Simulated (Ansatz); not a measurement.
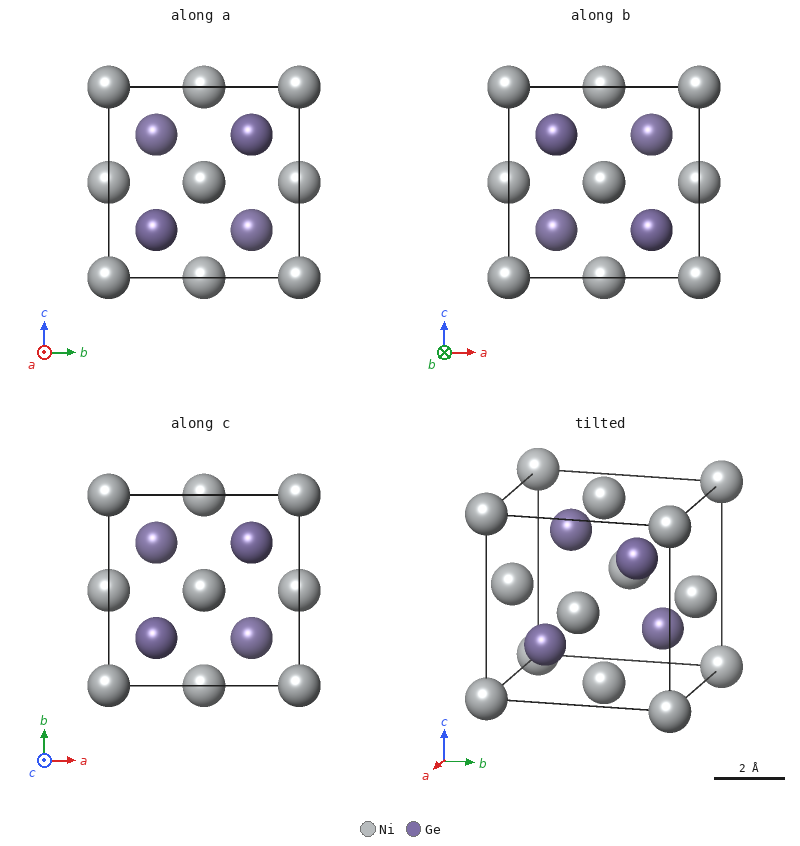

Shown here is a spheres-only view of the crystal, taken along the a axis, along the b axis, along the c axis and slightly off an axis. Thin lines show the conventional unit cell, with boundary atoms drawn in all their periodic places.

Lattice parameters: a = 5.467 Å, b = 5.467 Å, c = 5.467 Å, α = 90.00°, β = 90.00°, γ = 90.00°.

### Express the structure as a table of Wyckoff sites.

Space group F-43m (No. 216).
| atom | site | x | y | z |
| --- | --- | --- | --- | --- |
| Ni | 4a | 0.0000 | 0.0000 | 0.0000 |
| Ge | 4d | 0.2500 | 0.2500 | 0.7500 |

The structure was taken from a structure type filled with these elements by a generator (whether the compound takes this form wasn't checked). Earlier steps of the study, as a rule a relaxation of our own, may have changed the cell and positions, so they can lie some per cent off the listed ones. It was run through Ansatz as a DFT input.

At this level of theory the run's own cell isn't at rest (stretched, at -8 GPa), so its distances can differ from those at equilibrium, the more so the softer the solid.
